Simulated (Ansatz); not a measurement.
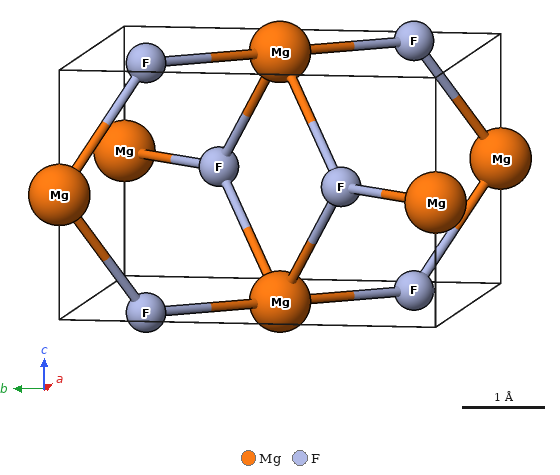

Phonons of crystalline MgF₂ (a generated structure), space group P4₂/mnm (No. 136), at the zone centre. The picture is a ball-and-stick view of the cell of the calculation, seen from a free direction.

These are results of DFT PBE, scalar-relativistic, plane waves, PAW (Ansatz), not measurements. (plane-wave cutoff 420 eV; k-point mesh 6 × 6 × 8; occupations fixed; no spin polarisation)

Frequencies are those without the non-analytic (LO–TO) term.

### Give the spectrum at this point.

The calculation's cell holds 6 atoms, so there are 15 optical modes, in 11 levels. The optical modes span B₁g + 2B₁u + 3E_u + E_g + A₂g + A₂u + A₁g + B₂g. No level is unstable.

```json
{"level": "1", "symmetry": "B₁g", "frequency (cm⁻¹)": "93", "activity": "Raman-active"}
{"level": "2", "symmetry": "B₁u", "frequency (cm⁻¹)": "199", "activity": "silent"}
{"level": "3", "symmetry": "E_u", "frequency (cm⁻¹)": "237", "activity": "infrared-active"}
{"level": "4", "symmetry": "E_g", "frequency (cm⁻¹)": "273", "activity": "Raman-active"}
{"level": "5", "symmetry": "A₂g", "frequency (cm⁻¹)": "289", "activity": "silent"}
{"level": "6", "symmetry": "A₂u", "frequency (cm⁻¹)": "372", "activity": "infrared-active"}
{"level": "7", "symmetry": "A₁g", "frequency (cm⁻¹)": "377", "activity": "Raman-active"}
{"level": "8", "symmetry": "E_u", "frequency (cm⁻¹)": "382", "activity": "infrared-active"}
{"level": "9", "symmetry": "B₁u", "frequency (cm⁻¹)": "395", "activity": "silent"}
{"level": "10", "symmetry": "E_u", "frequency (cm⁻¹)": "423", "activity": "infrared-active"}
{"level": "11", "symmetry": "B₂g", "frequency (cm⁻¹)": "488", "activity": "Raman-active"}
```

The displacement patterns (one member of each degenerate set), 6 of the levels:

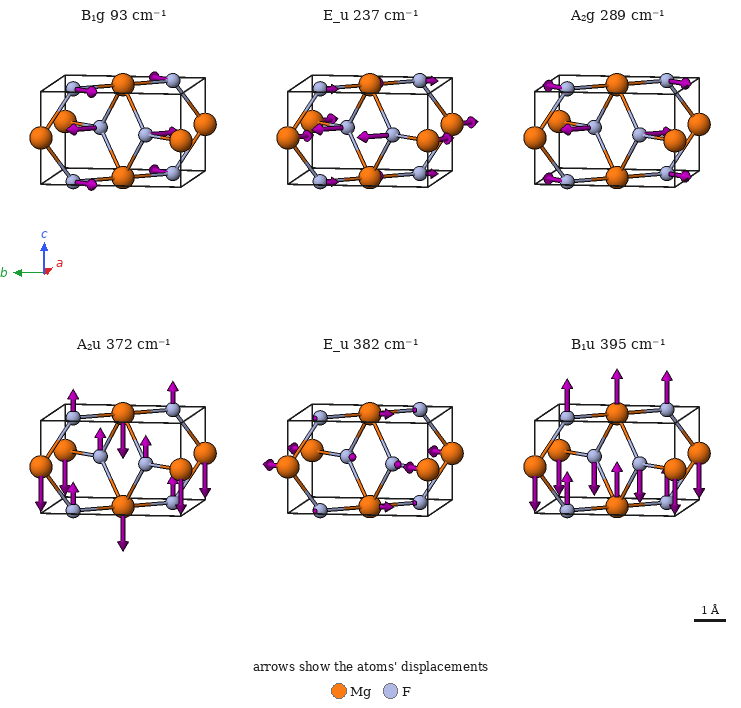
